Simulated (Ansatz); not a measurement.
## Geometry relaxation of ZnS (part 1 of 2)

- system: ZnS (slab, 16 atoms in the cell)
- method: DFT PBE, scalar-relativistic, plane waves, PAW, no spin polarisation (Ansatz 0.2.0)

The structure derives from an entry of the Crystallography Open Database. The input holds or restrains some coordinates. Forces given for the steps count only the free coordinates. It belongs to a series of runs on one base structure; here: clean slab, lower planes held. Figures and captions count atoms from 1; the log counts them from 0 in places.

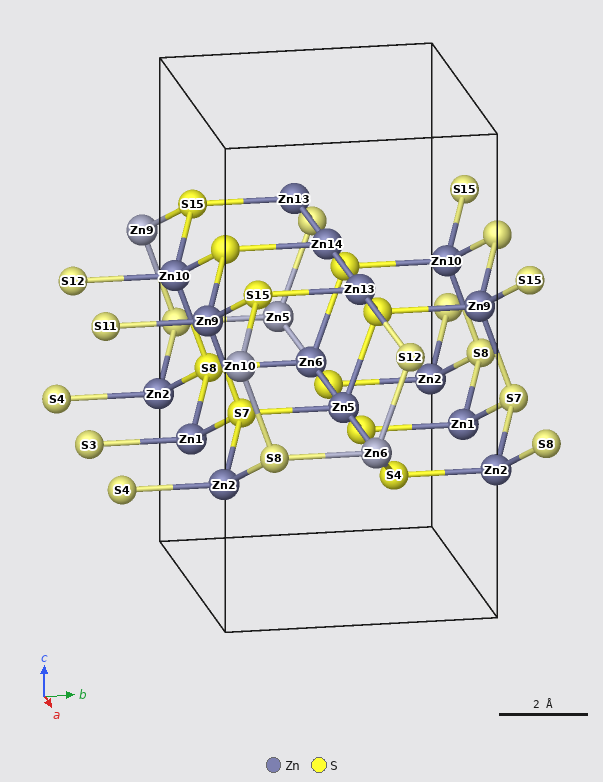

Fig. 1: The input geometry (ball-and-stick view of the cell of the calculation, with the vacuum cut short, seen slightly off an axis; neighbours outside the cell are drawn fainter; atoms are numbered from 1 in the order of the input). An atom can appear more than once, as a periodic image. Near neighbours in the periodic cell (some may lie outside the picture): Zn has 3 S at 2.36 Å; S has 3 Zn at 2.36 Å; Zn has 4 S at 2.36 Å; S has 4 Zn at 2.36 Å.

The input
```yaml
crystal:
  lattice:
    - [7.6909859768, 0.0, 0.0]
    - [0.0, 6.3053333094, 0.0]
    - [0.0, 0.0, 20.4403928241]
  atoms:
    - { symbol: Zn, position: [0.5, 0.9947802099, 0.3913819108] }
    - { symbol: Zn, position: [0.0, 0.9947802099, 0.3913819108] }
    - { symbol: S, position: [0.5, 0.6202197901, 0.3913819108] }
    - { symbol: S, position: [0.0, 0.6202197901, 0.3913819108] }
    - { symbol: Zn, position: [0.75, 0.4947802099, 0.4456909554] }
    - { symbol: Zn, position: [0.25, 0.4947802099, 0.4456909554] }
    - { symbol: S, position: [0.75, 0.1202197901, 0.4456909554] }
    - { symbol: S, position: [0.25, 0.1202197901, 0.4456909554] }
    - { symbol: Zn, position: [0.75, 0.9947802099, 0.5543090446] }
    - { symbol: Zn, position: [0.25, 0.9947802099, 0.5543090446] }
    - { symbol: S, position: [0.75, 0.6202197901, 0.5543090446] }
    - { symbol: S, position: [0.25, 0.6202197901, 0.5543090446] }
    - { symbol: Zn, position: [0.0, 0.4947802099, 0.6086180892] }
    - { symbol: Zn, position: [0.5, 0.4947802099, 0.6086180892] }
    - { symbol: S, position: [0.0, 0.1202197901, 0.6086180892] }
    - { symbol: S, position: [0.5, 0.1202197901, 0.6086180892] }
basis:
  ecutwfc: 420
kpoints:
  mp_grid: { grid: [2, 3, 1] }
hamiltonian:
  xc: pbe
scf:
  occupations: { method: gaussian, width: 0.05 }
output:
  forces: true
  eigenvalues: true
  write_density: true
  write_potential: true
  elf: true
  volumetric_format: npy
relax:
  adjacent_minimum: "off"
  f_tol: 0.03
  max_steps: 70
  constraints: [{ sites: [0, 1, 2, 3, 4, 5, 6, 7] }]
efield:
  axis: 3
  dipole_correction: true
  ramp_width: 0.04
```

Launched with:
```bash
ansatz run input.yaml --threads 4 --pin off --max-ram 12288MiB --backend cpu --events-out ev --progress --plain --runs-dir out
```

Log
```
Engine: ansatz 0.2.0, x86_64-unknown-linux-gnu
Pseudopotentials: kind: paw
Pseudopotential: Zn, paw, valence charge 12, recommended cutoff 420 eV (normal), Zn.paw.azcp
Pseudopotential: S, paw, valence charge 6, recommended cutoff 420 eV (normal), S.paw.azcp
Functional definition: PBE
  parameter kappa = 0.804
  parameter beta = 0.06672455060314922
  exchange = pbe_x(kappa = kappa, mu = beta*pi^2/3)
  correlation = pbe_c(beta = beta)
Crystal: 16 atoms, lattice volume = 991.241 Å³
Basis set: ecut = 420 eV, 19385 PW (Γ), exchange–correlation on 108×90×288 points (8 copies of the dense FFT grid, shifted against one another)
Bands: 88, of which v1, the nominal top of the filled ones, is band 72 counted from 1 (71 counted from 0)
Symmetry: 4 space group operations
k-points: 4 of 6 (time reversal used)
Non-local potential: Zn, projectors of the file, l = 0: 2, l = 1: 2, l = 2: 3, l = 3: 1
Non-local potential: S, projectors of the file, l = 0: 2, l = 1: 2, l = 2: 2
PAW form: soft (Blöchl's): semilocal exchange-correlation on the pseudo side does not see the compensation charge
PAW one-centre angular grid: Zn, 590 points (default); XC on 64 Gauss nodes
PAW one-centre angular grid: S, 110 points (default); XC on 64 Gauss nodes
Initial density: superposition of atomic densities (neutral atoms: chi_scale 0, normalization atom), corrected by the library's trained network
Initial wavefunctions: pseudopotential atomic-orbital guess
Functional: x = pbe(κ = 0.804, μ = 0.2195149727645171), c = pbe(β = 0.06672455060314922)
SCF iter   1: F=—  HF=-33777.518752 eV  |F-HF|=—  |Δ(HF+E_count)|=         —  Δρ=7.46e-4  dr2=6.18e-3  ethr=1.77e-3  p=-0.000 e·Å  D=-1.89e-14 V/Å  ΔV_dip=0.00 eV  dr2_dipole=1.40e-8  V_vac-E_F(+/−)=4.54/4.54 eV  ⟨swp⟩=8.2  Hψ=1696  notcnv=0  defer=20
efield: sawtooth ramp at fractional position 0.9800 (placed from the atoms, in the widest stretch of the axis that holds none; the zero of the levels goes with the place), width 0.0400; the density the first Hamiltonian is built on has a dipole p = -0.000 e·Å; the dipole correction subtracts the counter field D = -1.89e-14 V/Å, which shifts the + side's vacuum level by +0.00 eV against the − side's; the planar-averaged density in the ramp window peaks in size at 4.9e-6 e/Å³
preconditioner: auto → Resta (q_TF=auto, 1.978 Å⁻¹)  ε∞=3.1  [insulator: Δε(μ)=1.303 eV  Ē_g=9.807 eV  σ=0.050 eV  W_gap=1.00  n_scr=118 (ndim 8)  ℏωp=14.2 eV  f_vac=0.624  D(μ)=0.00/eV (n_scr^D=0)  ε∞_Penn≈3.1  vacuum switching on, ρ_ref=7.0e-3 e/Å³]
SCF iter   2: F=—  HF=-33777.521745 eV  |F-HF|=—  |Δ(HF+E_count)|=   2.99e-3  Δρ=3.71e-4  dr2=1.31e-3  ethr=4.29e-6  p=0.000 e·Å  D=1.35e-5 V/Å  ΔV_dip=-0.00 eV  dr2_dipole=1.81e-8  V_vac-E_F(+/−)=4.53/4.53 eV  ⟨swp⟩=2.5  Hψ=701  notcnv=0  defer=35
SCF iter   3: F=—  HF=-33777.522028 eV  |F-HF|=—  |Δ(HF+E_count)|=   2.83e-4  Δρ=1.83e-4  dr2=3.05e-4  ethr=9.11e-7  p=-0.000 e·Å  D=-4.17e-6 V/Å  ΔV_dip=0.00 eV  dr2_dipole=6.48e-9  V_vac-E_F(+/−)=4.53/4.53 eV  ⟨swp⟩=2.0  Hψ=586  notcnv=0  defer=35
SCF iter   4: F=—  HF=-33777.522190 eV  |F-HF|=—  |Δ(HF+E_count)|=   1.63e-4  Δρ=6.23e-5  dr2=4.14e-5  ethr=2.12e-7  p=0.000 e·Å  D=1.05e-6 V/Å  ΔV_dip=-0.00 eV  dr2_dipole=5.24e-12  V_vac-E_F(+/−)=4.52/4.52 eV  ⟨swp⟩=2.0  Hψ=592  notcnv=0  defer=35
iter 5 did not close the SCF: its close was put off for the readings that it lacked (scf_convergence_deferred on its scf_iter line)
SCF iter   5: F=-33777.522201 eV  HF=-33777.522199 eV  |F-HF|=2.74e-6  |Δ(HF+E_count)|=   8.53e-6  Δρ=2.01e-5  dr2=6.10e-6  ethr=2.87e-8  p=0.000 e·Å  D=1.48e-6 V/Å  ΔV_dip=-0.00 eV  dr2_dipole=2.56e-10  V_vac-E_F(+/−)=4.52/4.52 eV  ⟨swp⟩=2.0  Hψ=592  notcnv=0  defer=35
SCF iter   6: F=-33777.522204 eV  HF=-33777.522203 eV  |F-HF|=6.70e-7  |Δ(HF+E_count)|=   4.59e-6  Δρ=7.33e-6  dr2=5.71e-7  ethr=4.23e-9  p=-0.000 e·Å  D=-1.16e-6 V/Å  ΔV_dip=0.00 eV  dr2_dipole=2.25e-10  V_vac-E_F(+/−)=4.52/4.52 eV  ⟨swp⟩=21.2  Hψ=3424  notcnv=0
SCF 1 converged in 6 iterations: F = -33777.522204 eV  dr2 = 5.71e-7
  greatest PAW one-centre occupation: 0.985 electrons in one spin orbital (limit 2), on the Zn atom at site 13 (counted from 0), in its partial waves of l = 2
relax step   1: F+E_penalty+E_count = -33777.52220400 eV  Δ(F+E_penalty+E_count) = +0.000e0 eV  max|allowed force component| = 1.264e0 eV/Å  Δτ_max = 0.0000 Å  (6 SCF iters, dr2 threshold 2.25e-5 eV, accepted)
Initial density: handed on by an earlier stage of this run
Initial wavefunctions: those handed on with the density
iter 1 solved again at ethr=7.36e-5 eV; its pass at ethr=3.10e-3 eV (dr2=1.06e-1 eV) is discarded
SCF iter   1: F=—  HF=-33778.141996 eV  |F-HF|=—  |Δ(HF+E_count)|=         —  Δρ=2.85e-3  dr2=1.02e-1  ethr=7.36e-5  p=-0.000 e·Å  D=-2.00e-6 V/Å  ΔV_dip=0.00 eV  dr2_dipole=1.20e-3  V_vac-E_F(+/−)=4.45/4.45 eV  ⟨swp⟩=1.2  Hψ=1408  notcnv=0  defer=48
efield: sawtooth ramp at fractional position 0.9800 (handed on by an earlier solve), width 0.0400; the density the first Hamiltonian is built on has a dipole p = -0.000 e·Å; the dipole correction subtracts the counter field D = -2.00e-6 V/Å, which shifts the + side's vacuum level by +0.00 eV against the − side's; the planar-averaged density in the ramp window peaks in size at 1.3e-6 e/Å³
preconditioner: auto → Resta (q_TF=auto, 1.978 Å⁻¹)  ε∞=3.1  [insulator: Δε(μ)=1.505 eV  Ē_g=9.847 eV  σ=0.050 eV  W_gap=1.00  n_scr=118 (ndim 8)  ℏωp=14.2 eV  f_vac=0.628  D(μ)=0.00/eV (n_scr^D=0)  ε∞_Penn≈3.1  vacuum switching on, ρ_ref=7.0e-3 e/Å³]
SCF iter   2: F=—  HF=-33778.126653 eV  |F-HF|=—  |Δ(HF+E_count)|=   1.53e-2  Δρ=1.52e-3  dr2=2.57e-2  ethr=7.11e-5  p=-0.023 e·Å  D=-4.21e-3 V/Å  ΔV_dip=0.09 eV  dr2_dipole=4.64e-4  V_vac-E_F(+/−)=4.55/4.47 eV  ⟨swp⟩=2.0  Hψ=412  notcnv=0  defer=48
SCF iter   3: F=—  HF=-33778.123627 eV  |F-HF|=—  |Δ(HF+E_count)|=   3.03e-3  Δρ=3.54e-4  dr2=1.85e-3  ethr=1.79e-5  p=-0.053 e·Å  D=-9.70e-3 V/Å  ΔV_dip=0.20 eV  dr2_dipole=2.84e-5  V_vac-E_F(+/−)=4.67/4.47 eV  ⟨swp⟩=2.0  Hψ=592  notcnv=0  defer=48
SCF iter   4: F=—  HF=-33778.123506 eV  |F-HF|=—  |Δ(HF+E_count)|=   1.21e-4  Δρ=2.23e-4  dr2=4.40e-4  ethr=1.29e-6  p=-0.051 e·Å  D=-9.40e-3 V/Å  ΔV_dip=0.19 eV  dr2_dipole=4.83e-5  V_vac-E_F(+/−)=4.67/4.48 eV  ⟨swp⟩=2.0  Hψ=583  notcnv=0  defer=48
SCF iter   5: F=—  HF=-33778.123395 eV  |F-HF|=—  |Δ(HF+E_count)|=   1.11e-4  Δρ=6.64e-5  dr2=4.18e-5  ethr=3.06e-7  p=-0.055 e·Å  D=-1.01e-2 V/Å  ΔV_dip=0.21 eV  dr2_dipole=2.50e-6  V_vac-E_F(+/−)=4.68/4.48 eV  ⟨swp⟩=2.0  Hψ=553  notcnv=0  defer=48
SCF iter   6: F=-33778.123410 eV  HF=-33778.123417 eV  |F-HF|=7.58e-6  |Δ(HF+E_count)|=   2.19e-5  Δρ=2.73e-5  dr2=1.19e-5  ethr=2.90e-8  p=-0.058 e·Å  D=-1.05e-2 V/Å  ΔV_dip=0.22 eV  dr2_dipole=1.32e-6  V_vac-E_F(+/−)=4.69/4.48 eV  ⟨swp⟩=22.2  Hψ=4120  notcnv=0
SCF 2 converged in 6 iterations: F = -33778.123410 eV  dr2 = 1.19e-5
  greatest PAW one-centre occupation: 0.985 electrons in one spin orbital (limit 2), on the Zn atom at site 1 (counted from 0), in its partial waves of l = 2
relax step   2: F+E_penalty+E_count = -33778.12340963 eV  Δ(F+E_penalty+E_count) = -6.012e-1 eV  max|allowed force component| = 7.641e-1 eV/Å  Δτ_max = 0.1949 Å  (6 SCF iters, dr2 threshold 9.99e-5 eV, accepted)
SCF iter   1: F=—  HF=-33778.450019 eV  |F-HF|=—  |Δ(HF+E_count)|=         —  Δρ=2.51e-3  dr2=8.44e-2  ethr=6.48e-4  p=-0.058 e·Å  D=-1.05e-2 V/Å  ΔV_dip=0.22 eV  dr2_dipole=1.74e-3  V_vac-E_F(+/−)=4.67/4.45 eV  ⟨swp⟩=4.8  Hψ=1197  notcnv=0  defer=39
efield: sawtooth ramp at fractional position 0.9800 (handed on by an earlier solve), width 0.0400; the density the first Hamiltonian is built on has a dipole p = -0.058 e·Å; the dipole correction subtracts the counter field D = -1.05e-2 V/Å, which shifts the + side's vacuum level by +0.22 eV against the − side's; the planar-averaged density in the ramp window peaks in size at 3.6e-6 e/Å³
preconditioner: auto → Resta (q_TF=auto, 1.978 Å⁻¹)  ε∞=3.0  [insulator: Δε(μ)=1.593 eV  Ē_g=9.912 eV  σ=0.050 eV  W_gap=1.00  n_scr=118 (ndim 8)  ℏωp=14.2 eV  f_vac=0.630  D(μ)=0.00/eV (n_scr^D=0)  ε∞_Penn≈3.0  vacuum switching on, ρ_ref=7.1e-3 e/Å³]
SCF iter   2: F=—  HF=-33778.438556 eV  |F-HF|=—  |Δ(HF+E_count)|=   1.15e-2  Δρ=1.35e-3  dr2=2.02e-2  ethr=5.86e-5  p=-0.083 e·Å  D=-1.51e-2 V/Å  ΔV_dip=0.31 eV  dr2_dipole=1.62e-4  V_vac-E_F(+/−)=4.76/4.45 eV  ⟨swp⟩=2.0  Hψ=481  notcnv=0  defer=43
SCF iter   3: F=—  HF=-33778.437125 eV  |F-HF|=—  |Δ(HF+E_count)|=   1.43e-3  Δρ=2.91e-4  dr2=1.37e-3  ethr=1.40e-5  p=-0.095 e·Å  D=-1.74e-2 V/Å  ΔV_dip=0.36 eV  dr2_dipole=1.02e-4  V_vac-E_F(+/−)=4.82/4.46 eV  ⟨swp⟩=2.0  Hψ=597  notcnv=0  defer=43
SCF iter   4: F=—  HF=-33778.437265 eV  |F-HF|=—  |Δ(HF+E_count)|=   1.40e-4  Δρ=1.97e-4  dr2=2.75e-4  ethr=9.49e-7  p=-0.105 e·Å  D=-1.92e-2 V/Å  ΔV_dip=0.39 eV  dr2_dipole=1.36e-6  V_vac-E_F(+/−)=4.85/4.46 eV  ⟨swp⟩=2.0  Hψ=589  notcnv=0  defer=43
SCF iter   5: F=-33778.437169 eV  HF=-33778.437172 eV  |F-HF|=2.85e-6  |Δ(HF+E_count)|=   9.32e-5  Δρ=6.59e-5  dr2=3.33e-5  ethr=2.53e-8  p=-0.105 e·Å  D=-1.91e-2 V/Å  ΔV_dip=0.39 eV  dr2_dipole=1.78e-7  V_vac-E_F(+/−)=4.85/4.46 eV  ⟨swp⟩=20.0  Hψ=4047  notcnv=0
SCF 3 converged in 5 iterations: F = -33778.437169 eV  dr2 = 3.33e-5
relax step   3: F+E_penalty+E_count = -33778.43716912 eV  Δ(F+E_penalty+E_count) = -3.138e-1 eV  max|allowed force component| = 3.538e-1 eV/Å  Δτ_max = 0.1948 Å  (5 SCF iters, dr2 threshold 3.65e-5 eV, accepted)
SCF iter   1: F=—  HF=-33778.524470 eV  |F-HF|=—  |Δ(HF+E_count)|=         —  Δρ=3.23e-3  dr2=9.62e-2  ethr=7.48e-4  p=-0.105 e·Å  D=-1.91e-2 V/Å  ΔV_dip=0.39 eV  dr2_dipole=1.02e-5  V_vac-E_F(+/−)=4.84/4.44 eV  ⟨swp⟩=4.5  Hψ=1205  notcnv=0  defer=36
efield: sawtooth ramp at fractional position 0.9800 (handed on by an earlier solve), width 0.0400; the density the first Hamiltonian is built on has a dipole p = -0.105 e·Å; the dipole correction subtracts the counter field D = -1.91e-2 V/Å, which shifts the + side's vacuum level by +0.39 eV against the − side's; the planar-averaged density in the ramp window peaks in size at 1.4e-6 e/Å³
preconditioner: auto → Resta (q_TF=auto, 1.978 Å⁻¹)  ε∞=3.0  [insulator: Δε(μ)=1.636 eV  Ē_g=9.941 eV  σ=0.050 eV  W_gap=1.00  n_scr=118 (ndim 8)  ℏωp=14.2 eV  f_vac=0.633  D(μ)=0.00/eV (n_scr^D=0)  ε∞_Penn≈3.0  vacuum switching on, ρ_ref=7.2e-3 e/Å³]
SCF iter   2: F=—  HF=-33778.511128 eV  |F-HF|=—  |Δ(HF+E_count)|=   1.33e-2  Δρ=1.74e-3  dr2=2.28e-2  ethr=6.68e-5  p=-0.108 e·Å  D=-1.97e-2 V/Å  ΔV_dip=0.40 eV  dr2_dipole=1.16e-4  V_vac-E_F(+/−)=4.86/4.46 eV  ⟨swp⟩=2.0  Hψ=480  notcnv=0  defer=39
SCF iter   3: F=—  HF=-33778.511035 eV  |F-HF|=—  |Δ(HF+E_count)|=   9.33e-5  Δρ=4.54e-4  dr2=2.22e-3  ethr=1.58e-5  p=-0.125 e·Å  D=-2.29e-2 V/Å  ΔV_dip=0.47 eV  dr2_dipole=1.33e-5  V_vac-E_F(+/−)=4.92/4.46 eV  ⟨swp⟩=2.0  Hψ=584  notcnv=0  defer=39
SCF iter   4: F=—  HF=-33778.510814 eV  |F-HF|=—  |Δ(HF+E_count)|=   2.20e-4  Δρ=2.71e-4  dr2=4.69e-4  ethr=1.54e-6  p=-0.125 e·Å  D=-2.28e-2 V/Å  ΔV_dip=0.47 eV  dr2_dipole=1.12e-5  V_vac-E_F(+/−)=4.93/4.46 eV  ⟨swp⟩=2.0  Hψ=577  notcnv=0  defer=39
SCF iter   5: F=—  HF=-33778.510648 eV  |F-HF|=—  |Δ(HF+E_count)|=   1.66e-4  Δρ=5.36e-5  dr2=3.60e-5  ethr=3.26e-7  p=-0.127 e·Å  D=-2.31e-2 V/Å  ΔV_dip=0.47 eV  dr2_dipole=2.69e-6  V_vac-E_F(+/−)=4.93/4.46 eV  ⟨swp⟩=2.0  Hψ=556  notcnv=0  defer=39
SCF iter   6: F=-33778.510668 eV  HF=-33778.510670 eV  |F-HF|=2.07e-6  |Δ(HF+E_count)|=   2.13e-5  Δρ=2.07e-5  dr2=6.90e-6  ethr=1.86e-8  p=-0.129 e·Å  D=-2.35e-2 V/Å  ΔV_dip=0.48 eV  dr2_dipole=1.68e-7  V_vac-E_F(+/−)=4.94/4.46 eV  ⟨swp⟩=19.8  Hψ=3961  notcnv=0
SCF 4 converged in 6 iterations: F = -33778.510668 eV  dr2 = 6.90e-6
relax step   4: F+E_penalty+E_count = -33778.51066762 eV  Δ(F+E_penalty+E_count) = -7.350e-2 eV  max|allowed force component| = 7.312e-2 eV/Å  Δτ_max = 0.1868 Å  (6 SCF iters, dr2 threshold 2.68e-5 eV, accepted)
SCF iter   1: F=—  HF=-33778.513724 eV  |F-HF|=—  |Δ(HF+E_count)|=         —  Δρ=5.20e-4  dr2=2.38e-3  ethr=1.74e-5  p=-0.129 e·Å  D=-2.35e-2 V/Å  ΔV_dip=0.48 eV  dr2_dipole=5.77e-6  V_vac-E_F(+/−)=4.94/4.46 eV  ⟨swp⟩=3.0  Hψ=808  notcnv=0  defer=39
efield: sawtooth ramp at fractional position 0.9800 (handed on by an earlier solve), width 0.0400; the density the first Hamiltonian is built on has a dipole p = -0.129 e·Å; the dipole correction subtracts the counter field D = -2.35e-2 V/Å, which shifts the + side's vacuum level by +0.48 eV against the − side's; the planar-averaged density in the ramp window peaks in size at 8.5e-7 e/Å³
preconditioner: auto → Resta (q_TF=auto, 1.978 Å⁻¹)  ε∞=3.0  [insulator: Δε(μ)=1.643 eV  Ē_g=9.953 eV  σ=0.050 eV  W_gap=1.00  n_scr=118 (ndim 8)  ℏωp=14.2 eV  f_vac=0.631  D(μ)=0.00/eV (n_scr^D=0)  ε∞_Penn≈3.0  vacuum switching on, ρ_ref=7.2e-3 e/Å³]
SCF iter   2: F=—  HF=-33778.513442 eV  |F-HF|=—  |Δ(HF+E_count)|=   2.82e-4  Δρ=2.79e-4  dr2=5.62e-4  ethr=1.65e-6  p=-0.130 e·Å  D=-2.38e-2 V/Å  ΔV_dip=0.49 eV  dr2_dipole=9.40e-7  V_vac-E_F(+/−)=4.95/4.46 eV  ⟨swp⟩=2.0  Hψ=449  notcnv=0  defer=39
SCF iter   3: F=—  HF=-33778.513440 eV  |F-HF|=—  |Δ(HF+E_count)|=   2.64e-6  Δρ=6.88e-5  dr2=5.80e-5  ethr=3.90e-7  p=-0.132 e·Å  D=-2.40e-2 V/Å  ΔV_dip=0.49 eV  dr2_dipole=7.16e-7  V_vac-E_F(+/−)=4.95/4.46 eV  ⟨swp⟩=2.0  Hψ=560  notcnv=0  defer=39
SCF iter   4: F=—  HF=-33778.513336 eV  |F-HF|=—  |Δ(HF+E_count)|=   1.04e-4  Δρ=3.70e-5  dr2=8.97e-6  ethr=4.03e-8  p=-0.132 e·Å  D=-2.41e-2 V/Å  ΔV_dip=0.49 eV  dr2_dipole=2.90e-8  V_vac-E_F(+/−)=4.95/4.46 eV  ⟨swp⟩=2.0  Hψ=593  notcnv=0  defer=39
SCF iter   5: F=—  HF=-33778.513334 eV  |F-HF|=—  |Δ(HF+E_count)|=   2.38e-6  Δρ=8.52e-6  dr2=7.93e-7  ethr=6.23e-9  p=-0.132 e·Å  D=-2.42e-2 V/Å  ΔV_dip=0.49 eV  dr2_dipole=1.75e-9  V_vac-E_F(+/−)=4.96/4.46 eV  ⟨swp⟩=2.0  Hψ=560  notcnv=0  defer=39
SCF iter   6: F=—  HF=-33778.513334 eV  |F-HF|=—  |Δ(HF+E_count)|=   6.15e-7  Δρ=3.55e-6  dr2=1.62e-7  ethr=5.51e-10  p=-0.132 e·Å  D=-2.42e-2 V/Å  ΔV_dip=0.49 eV  dr2_dipole=1.29e-8  V_vac-E_F(+/−)=4.96/4.46 eV  ⟨swp⟩=2.0  Hψ=591  notcnv=0  defer=39
SCF iter   7: F=-33778.513334 eV  HF=-33778.513334 eV  |F-HF|=5.81e-9  |Δ(HF+E_count)|=   1.00e-7  Δρ=9.17e-7  dr2=9.97e-9  ethr=6.94e-11  p=-0.133 e·Å  D=-2.42e-2 V/Å  ΔV_dip=0.49 eV  dr2_dipole=2.24e-10  V_vac-E_F(+/−)=4.96/4.46 eV  ⟨swp⟩=18.5  Hψ=2841  notcnv=0
SCF 5 converged in 7 iterations: F = -33778.513334 eV  dr2 = 9.97e-9
relax step   5: F+E_penalty+E_count = -33778.51333427 eV  Δ(F+E_penalty+E_count) = -2.667e-3 eV  max|allowed force component| = 1.147e-2 eV/Å  Δτ_max = 0.0262 Å  (7 SCF iters, accepted)
```

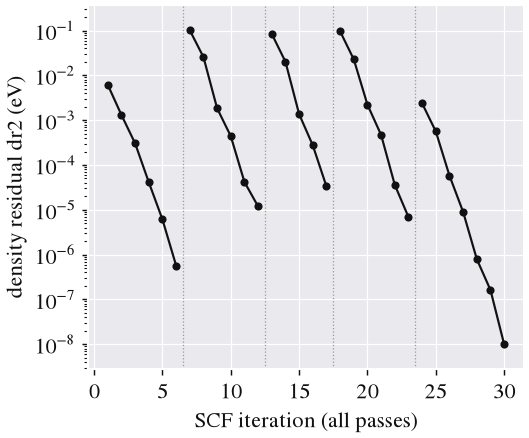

Fig. 2: Convergence of the self-consistent field: density residual dr2 against the SCF iteration. The dotted lines part the SCF passes of the relaxation: geometry steps, rejected trials and re-solves on a re-selected basis. The 5 passes take 5 to 7 iterations each, 30 in all.

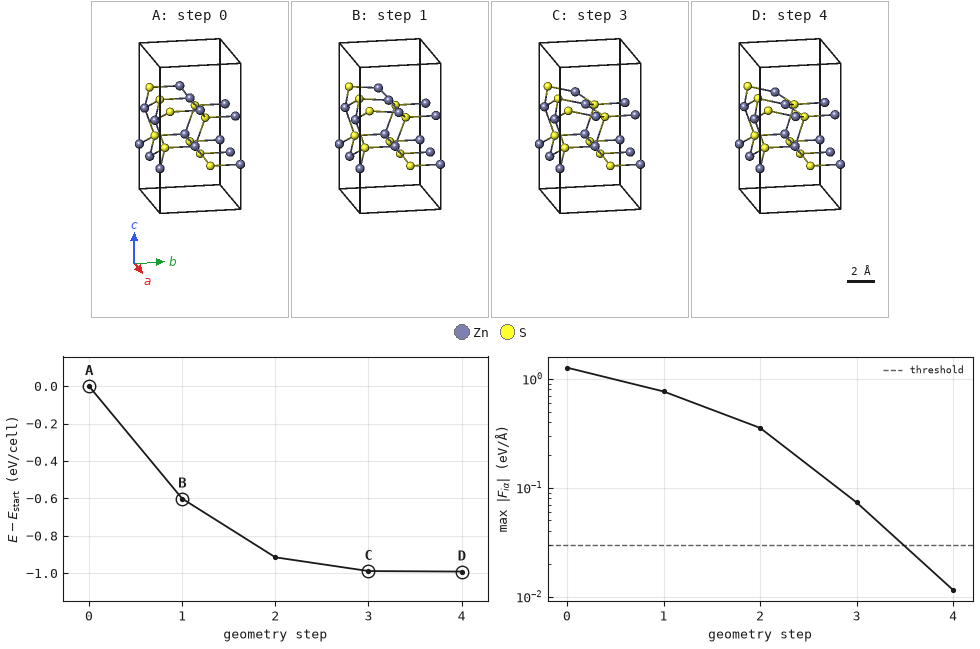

Fig. 3: Frames of the restrained relaxation (ball-and-stick view of the cell of the calculation, with the vacuum cut short (origin shifted), seen slightly off an axis) above the curves, on which the letters mark them (the first geometry is step 0 here and step 1 in the log).
